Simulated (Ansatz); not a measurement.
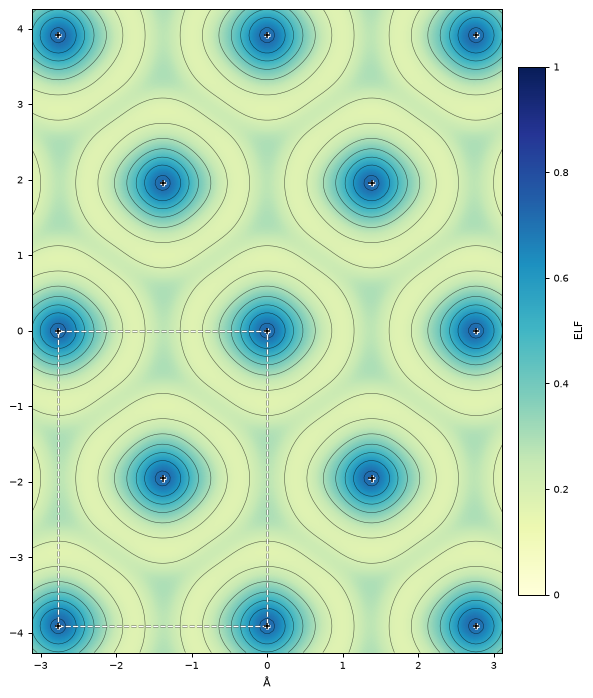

The electron localisation function on a plane through atoms (crosses mark nuclei in the plane).

Computed with Ansatz, DFT r2SCAN, scalar-relativistic, plane waves, PAW.

Candidates:
A. SnO2, a = 4.76 Å, b = 4.76 Å, c = 3.20 Å, α = 90.00°, β = 90.00°, γ = 90.00°. Space group P4₂/mnm.
B. Ni, a = 2.77 Å, b = 2.77 Å, c = 2.77 Å, α = 90.00°, β = 90.00°, γ = 90.00°. Space group Im-3m; a structure from a database of computed crystals, not necessarily the ambient phase; spin-polarised.

Q: Which system is this?

A: Candidate B: Ni on the (011) plane of the conventional cell, which holds Ni. Ni–Ni (2.40 Å): the ELF is about 0.25 at the midpoint; no localised pair shows between them.
